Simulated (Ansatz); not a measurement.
Run report: KI, band-structure calculation (part 2 of 2)

The same run, continued: KI (P6₃/mmc, 4 atoms in the cell); DFT, HSE06, plane waves, PAW, no spin polarisation (Ansatz 0.2.0); cutoff 420 eV, 6×6×2 k-mesh, fixed occupations. The structure derives from a Materials Project entry. The geometry comes from this level: r2SCAN (a point of a series of strains). It belongs to a series of runs on one base structure; here: hydrostatic strain -5.5%.

Geometry of the input (Å; fractional positions):
```
2.3156  -4.0103  0.0000
2.3156  4.0103  0.0000
0.0000  0.0000  8.1200
K  0.5000  0.5000  0.5000
K  0.5000  0.5000  0.0000
I  0.8334  0.1666  0.2500
I  0.1666  0.8334  0.7500
```

### Output, continued
```
  k-point 2: bands = ["-42.2311", "-42.2311", "-42.2310", "-42.2310", "-42.2298", "-42.2298", "-42.2229", "-42.2229", "-42.2229", "-42.2229", "-27.7308", "-27.7195", "-10.2752", "-9.9932", "-9.8960", "-9.8863", "-9.8669", "-9.8491", "-8.6031", "-8.2124", "1.2757", "2.3232", "2.4451", "2.5401", "2.6523", "2.8853", "8.9042", "9.6191", "10.1584", "11.0163", "11.3177"]
  k-point 25: bands = ["-42.2311", "-42.2311", "-42.2310", "-42.2310", "-42.2298", "-42.2298", "-42.2229", "-42.2229", "-42.2228", "-42.2228", "-27.7217", "-27.7217", "-10.1133", "-10.1133", "-9.9348", "-9.9348", "-9.8978", "-9.8978", "-8.2993", "-8.2993", "1.3268", "1.3268", "2.2765", "2.2765", "2.4896", "2.4896", "9.5620", "9.5620", "9.9191", "9.9191", "12.6177"]
```

### File bands.tsv
```
# k_distance	band_0	band_1	band_2	band_3	band_4	band_5	band_6	band_7	band_8	band_9	band_10	band_11	band_12	band_13	band_14	band_15	band_16	band_17	band_18	band_19	band_20	band_21	band_22	band_23	band_24	band_25	band_26	band_27	band_28	band_29	band_30
# fermi_ev = 3.011249
# lock_threshold_ev = 1e-6
# [0, 0, 0] at k_distance = 0.000000
# [0.0000260029, 0.499993499, 0] at k_distance = 0.783330
# [-0.3332943289, 0.6666406635, 0] at k_distance = 1.235585
# [0, 0, 0.5] at k_distance = 2.219368
# [0.0000260029, 0.499993499, 0.5] at k_distance = 3.002697
# [-0.3332943289, 0.6666406635, 0.5] at k_distance = 3.454953
# levels_relative_to = fermi_ev
# free_energy_ev = -18118.500357
# largest_residual_norms_ev = 1.112e-4 1.115e-4 4.705e-5 4.726e-5 3.279e-5 4.839e-5 5.074e-5 3.471e-5 3.487e-5 3.672e-5 1.163e-4 1.410e-4 4.260e-4 4.644e-4 4.140e-4 4.538e-4 4.255e-4 4.291e-4 1.682e-4 4.403e-4 2.544e-3 1.380e-3 2.094e-3 2.980e-3 3.046e-3 3.050e-3 1.533e-3 1.528e-3 2.017e-3 1.983e-3 1.960e-3
0.000000	-45.242333	-45.242317	-45.242285	-45.242270	-45.241110	-45.241069	-45.234206	-45.234205	-45.234183	-45.234182	-30.743280	-30.731830	-13.346088	-12.900669	-12.900623	-12.873906	-12.873890	-12.865197	-11.772343	-11.166061	-1.926723	-0.433099	-0.432566	-0.247776	-0.000503	0.000000	5.302368	6.603906	6.700041	7.804764	7.805821
0.783330	-45.242305	-45.242299	-45.242280	-45.242269	-45.241053	-45.241050	-45.234128	-45.234128	-45.234078	-45.234076	-30.738307	-30.727586	-13.262252	-13.033281	-12.966851	-12.927086	-12.890859	-12.845846	-11.507542	-11.144151	-1.852767	-1.283065	-0.900872	-0.871759	-0.566249	-0.477830	5.864231	6.930339	7.089836	8.912922	9.084431
1.235585	-45.242291	-45.242282	-45.242270	-45.242267	-45.241041	-45.241041	-45.234102	-45.234099	-45.234079	-45.234079	-30.737674	-30.727058	-13.111548	-13.111284	-13.035249	-12.935638	-12.935609	-12.843799	-11.294997	-11.294756	-1.484978	-1.252708	-1.252570	-0.843999	-0.843390	-0.774461	7.424935	7.425417	7.659864	7.989136	7.990584
2.219368	-45.242308	-45.242308	-45.242293	-45.242293	-45.241080	-45.241080	-45.234203	-45.234203	-45.234203	-45.234203	-30.737562	-30.737562	-13.143507	-13.143507	-12.887327	-12.887327	-12.887297	-12.887297	-11.435686	-11.435686	-1.198137	-1.198137	-0.227595	-0.227595	-0.227080	-0.227080	6.442650	6.442650	7.614683	7.614683	8.284971
3.002697	-45.242296	-45.242296	-45.242274	-45.242274	-45.241046	-45.241046	-45.234129	-45.234129	-45.234070	-45.234070	-30.732949	-30.732949	-13.124589	-13.124589	-12.946086	-12.946086	-12.909039	-12.909039	-11.310532	-11.310532	-1.684304	-1.684304	-0.734991	-0.734991	-0.521078	-0.521078	6.550699	6.550699	6.908539	6.908539	9.607060
3.454953	-45.242302	-45.242302	-45.242285	-45.242285	-45.241050	-45.241050	-45.234111	-45.234111	-45.234090	-45.234090	-30.732383	-30.732383	-13.091246	-13.091246	-12.958478	-12.958478	-12.940880	-12.940880	-11.292114	-11.292114	-1.328234	-1.328234	-1.145524	-1.145524	-0.744392	-0.744392	7.003279	7.003279	8.387342	8.387342	8.859509
```

### File rho_z.tsv
```
# z_ang	rho[e/angstrom^3]
# format = ansatz-planar-average/11
# lattice	2.315589449	-4.010301431	0.000000000
# lattice	2.315589449	4.010301431	0.000000000
# lattice	0.000000000	0.000000000	8.120041186
# sites	4
# site	19	2.315589449	0.000000000	4.060020593
# site	19	2.315589449	0.000000000	0.000000000
# site	53	2.315589449	-2.674047759	2.030010296
# site	53	2.315589449	2.674047759	6.090030889
0.000000	3.899141e-1
0.135334	3.782751e-1
0.270668	3.430134e-1
0.406002	2.872946e-1
0.541336	2.241631e-1
0.676670	1.707691e-1
0.812004	1.390181e-1
0.947338	1.312258e-1
1.082672	1.439886e-1
1.218006	1.715730e-1
1.353340	2.185476e-1
1.488674	3.177729e-1
1.624008	4.864475e-1
1.759342	6.825005e-1
1.894676	8.359199e-1
2.030010	8.932884e-1
2.165344	8.359199e-1
2.300678	6.825005e-1
2.436012	4.864475e-1
2.571346	3.177729e-1
2.706680	2.185476e-1
2.842014	1.715730e-1
2.977348	1.439886e-1
3.112682	1.312258e-1
3.248016	1.390181e-1
3.383350	1.707691e-1
3.518685	2.241631e-1
3.654019	2.872946e-1
3.789353	3.430134e-1
3.924687	3.782751e-1
4.060021	3.899141e-1
4.195355	3.782751e-1
4.330689	3.430134e-1
4.466023	2.872946e-1
4.601357	2.241631e-1
4.736691	1.707691e-1
4.872025	1.390181e-1
5.007359	1.312258e-1
5.142693	1.439886e-1
5.278027	1.715730e-1
5.413361	2.185476e-1
5.548695	3.177729e-1
5.684029	4.864475e-1
5.819363	6.825005e-1
5.954697	8.359199e-1
6.090031	8.932884e-1
6.225365	8.359199e-1
6.360699	6.825005e-1
6.496033	4.864475e-1
6.631367	3.177729e-1
6.766701	2.185476e-1
6.902035	1.715730e-1
7.037369	1.439886e-1
7.172703	1.312258e-1
7.308037	1.390181e-1
7.443371	1.707691e-1
7.578705	2.241631e-1
7.714039	2.872946e-1
7.849373	3.430134e-1
7.984707	3.782751e-1
```

### File v_z.tsv
```
# z_ang	v_es[eV]	v_tot[eV]
# format = ansatz-planar-average/11
# xc	hse06
# density_cutoff_ev	1680
# datasets	K=:simpson_from_first_knot:soft:fock:shift=0	I=:simpson_from_first_knot:soft:fock:shift=0
# lattice	2.315589449	-4.010301431	0.000000000
# lattice	2.315589449	4.010301431	0.000000000
# lattice	0.000000000	0.000000000	8.120041186
# sites	4
# site	19	2.315589449	0.000000000	4.060020593
# site	19	2.315589449	0.000000000	0.000000000
# site	53	2.315589449	-2.674047759	2.030010296
# site	53	2.315589449	2.674047759	6.090030889
0.000000	1.994815e0	-4.521945e0
0.135334	2.161416e0	-4.327251e0
0.270668	2.649866e0	-3.761541e0
0.406002	3.413196e0	-2.896395e0
0.541336	4.347772e0	-1.871799e0
0.676670	5.268660e0	-8.712625e-1
0.812004	5.942324e0	-1.323997e-1
0.947338	6.144585e0	5.860291e-2
1.082672	5.833838e0	-3.717800e-1
1.218006	5.266323e0	-1.141158e0
1.353340	4.761709e0	-1.899340e0
1.488674	4.514063e0	-2.420975e0
1.624008	4.556510e0	-2.633598e0
1.759342	4.794113e0	-2.606146e0
1.894676	5.054384e0	-2.469888e0
2.030010	5.165530e0	-2.390843e0
2.165344	5.054384e0	-2.469888e0
2.300678	4.794113e0	-2.606146e0
2.436012	4.556510e0	-2.633598e0
2.571346	4.514063e0	-2.420975e0
2.706680	4.761709e0	-1.899340e0
2.842014	5.266323e0	-1.141158e0
2.977348	5.833838e0	-3.717800e-1
3.112682	6.144585e0	5.860291e-2
3.248016	5.942324e0	-1.323997e-1
3.383350	5.268660e0	-8.712625e-1
3.518685	4.347772e0	-1.871799e0
3.654019	3.413196e0	-2.896395e0
3.789353	2.649866e0	-3.761541e0
3.924687	2.161416e0	-4.327251e0
4.060021	1.994815e0	-4.521945e0
4.195355	2.161416e0	-4.327251e0
4.330689	2.649866e0	-3.761541e0
4.466023	3.413196e0	-2.896395e0
4.601357	4.347772e0	-1.871799e0
4.736691	5.268660e0	-8.712625e-1
4.872025	5.942324e0	-1.323997e-1
5.007359	6.144585e0	5.860291e-2
5.142693	5.833838e0	-3.717800e-1
5.278027	5.266323e0	-1.141158e0
5.413361	4.761709e0	-1.899340e0
5.548695	4.514063e0	-2.420975e0
5.684029	4.556510e0	-2.633598e0
5.819363	4.794113e0	-2.606146e0
5.954697	5.054384e0	-2.469888e0
6.090031	5.165530e0	-2.390843e0
6.225365	5.054384e0	-2.469888e0
6.360699	4.794113e0	-2.606146e0
6.496033	4.556510e0	-2.633598e0
6.631367	4.514063e0	-2.420975e0
6.766701	4.761709e0	-1.899340e0
6.902035	5.266323e0	-1.141158e0
7.037369	5.833838e0	-3.717800e-1
7.172703	6.144585e0	5.860291e-2
7.308037	5.942324e0	-1.323997e-1
7.443371	5.268660e0	-8.712625e-1
7.578705	4.347772e0	-1.871799e0
7.714039	3.413196e0	-2.896395e0
7.849373	2.649866e0	-3.761541e0
7.984707	2.161416e0	-4.327251e0
```

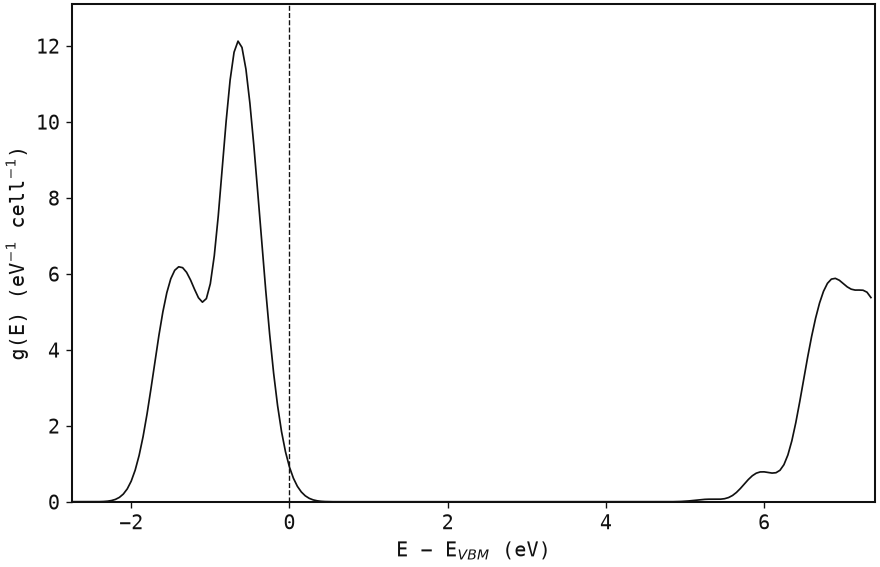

Figure 1. Density of states (the curve is built from the levels of the k mesh with Gaussians 0.4 eV wide, which also blur the band edges), with energies from the valence-band top. There is a gap of 5.30 eV on the k-point mesh. Small ripples come from the finite k-point mesh.

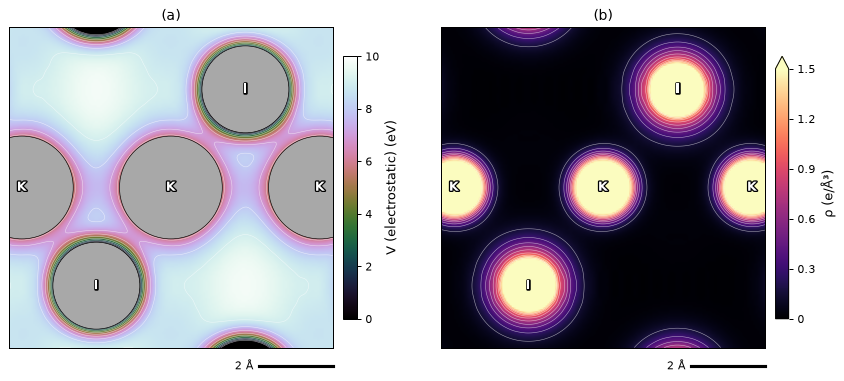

Figure 2. (a) electrostatic potential energy of an electron; (b) valence electron density on the (110) plane of the conventional cell. Grey discs, where drawn, cover atomic cores. K–I (3.36 Å): the density is about 0.11 e/Å³ at the midpoint, with its minimum of 0.09 e/Å³ about 1.5 Å from K. Away from the nuclei the density in this plane falls to 0.003 e/Å³ at its lowest. Outside the cores the potential energy rises away from the atoms and is highest about 2.7 Å from the nearest atoms; outside the discs it spans about 9 eV, and its zero is arbitrary. In a PAW calculation such maps are meaningful between the atoms, not at the nuclei.
